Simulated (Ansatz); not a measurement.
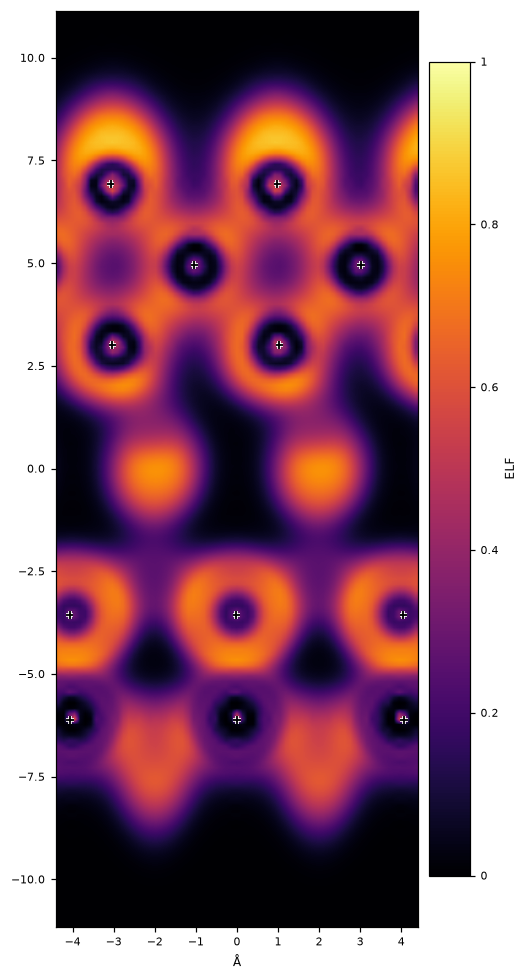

The electron localisation function on a plane through atoms (crosses mark nuclei in the plane).

Computed with Ansatz, DFT PBE, scalar-relativistic, plane waves, PAW.

Candidates:
A. Ir (interface cell), a = 2.74 Å, b = 6.70 Å, c = 19.57 Å, α = 90.00°, β = 90.00°, γ = 90.00°. Computed pressure about −3 GPa in this cell; computed without spin polarisation.
B. Al5Ga3As3 (interface cell), a = 4.06 Å, b = 10.75 Å, c = 28.69 Å, α = 90.00°, β = 90.00°, γ = 100.89°. Computed without spin polarisation.
C. Si2W, a = 3.23 Å, b = 3.23 Å, c = 7.87 Å, α = 90.00°, β = 90.00°, γ = 90.00°. Space group I4/mmm.

Question: Which candidate gave the map?

Answer: Candidate B: Al5Ga3As3 on the (010) plane of the calculation cell, a cut from vacuum to vacuum, which holds Ga, As and Al.
